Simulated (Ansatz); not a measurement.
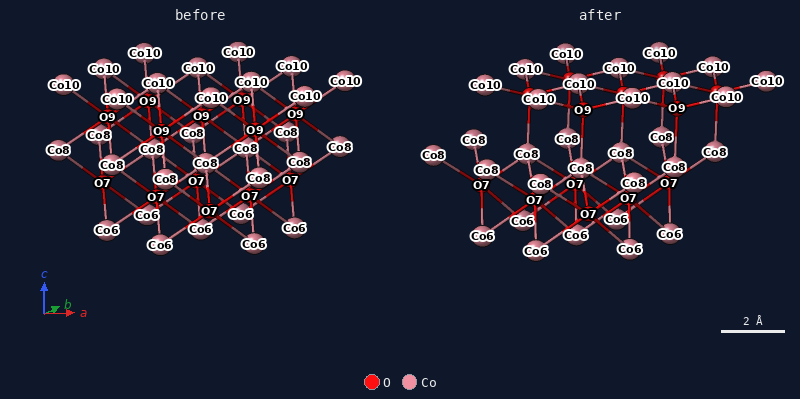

The structure of a slab of composition CoO (cut from the I4/mmm phase) before (left) and after (right) a relaxation, at one scale.

The picture is a ball-and-stick view of the atoms within 5.0 Å of the atom that moves most (axes of the 3 × 2 repeat of the cell, outlined in the plane, without the vacuum), seen slightly off an axis.

Case: (1 0 1) slab, atoms relaxed. The slab is the (1 0 1) face of CoO.

Theory: DFT PBE, scalar-relativistic, plane waves, PAW (Ansatz).

The input:
```yaml
crystal:
  lattice:
    - [2.998104617, 0.0, 0.0]
    - [1.4811032101, 2.6067152848, 0.0]
    - [0.0, 0.0, 26.0369975908]
  atoms:
    - { symbol: O, position: [0.6693381358, 0.6693381358, 0.2880516455], spin: 0.35 }
    - { symbol: Co, position: [0.3386762717, 0.3386762717, 0.3351512798], spin: 2.73 }
    - { symbol: O, position: [0.0080144075, 0.0080144075, 0.3822509142], spin: 0.35 }
    - { symbol: Co, position: [0.6773525434, 0.6773525434, 0.4293505485], spin: 2.73 }
    - { symbol: O, position: [0.3466906792, 0.3466906792, 0.4764501828], spin: 0.35 }
    - { symbol: Co, position: [0.016028815, 0.016028815, 0.5235498172], spin: 2.73 }
    - { symbol: O, position: [0.6853669509, 0.6853669509, 0.5706494515], spin: 0.35 }
    - { symbol: Co, position: [0.3547050867, 0.3547050867, 0.6177490858], spin: 2.73 }
    - { symbol: O, position: [0.0240432226, 0.0240432226, 0.6648487202], spin: 0.35 }
    - { symbol: Co, position: [0.6933813584, 0.6933813584, 0.7119483545], spin: 2.73 }
basis:
  ecutwfc: 420
kpoints:
  mp_grid: { grid: [13, 13, 1] }
hamiltonian:
  xc: pbe
scf:
  occupations: { method: gaussian, width: 0.1 }
output:
  forces: true
  eigenvalues: true
  populations: true
  write_density: true
  write_potential: true
  elf: true
  volumetric_format: npy
magnetization:
  spin_polarized: true
relax:
  adjacent_minimum: "off"
  f_tol: 0.02
  max_steps: 60
efield:
  axis: 3
  dipole_correction: true
  ramp_width: 0.04
checkpoint:
  read: start.run
  write: ck
  compress: false
  write_wavefunctions: false
  write_every: 100000
```

Run as
```bash
ansatz run input.yaml --threads 1 --pin off --max-ram 2560MiB --backend cpu --events-out ev --progress --plain --runs-dir out
```

### Describe what moved and what it gained.

The run was cut off at its time limit before the relaxation converged, so the last structure is only a point on the way. The atom that moves furthest relative to the layer's centre is O9 (1.04 Å at 54° to the normal (+c side)). By element the largest moves are O 1.04 Å, Co 0.97 Å. The lattice vectors keep their values. Among the contacts that change: Co8–O9 2.133 → 3.616 Å, O9–Co10 2.133 → 1.811 Å, O9–Co10 (another image) 2.107 → 1.809 Å, Co8–O9 (another image) 2.107 → 1.896 Å. Bonds break: Co8–O9 (2.13 → 3.62 Å). Bond angles that change, for instance: Co8–O9–Co10 180.0° → 103.8°, O7–Co8–O9 180.0° → 119.2°, O7–Co8–O9 90.0° → 125.9°. After 15 accepted moves (16 points after the start) the energy has fallen by 2.171 eV per cell of the calculation. The largest force component goes from 3.6 to 0.061 eV/Å. The line search rejected the trial step at point 15 of the run. Cost: 54 min on 1 thread of Intel(R) Xeon(R) 6975P-C (Granite Rapids), with other jobs on the host, peak memory 1.4 GiB.
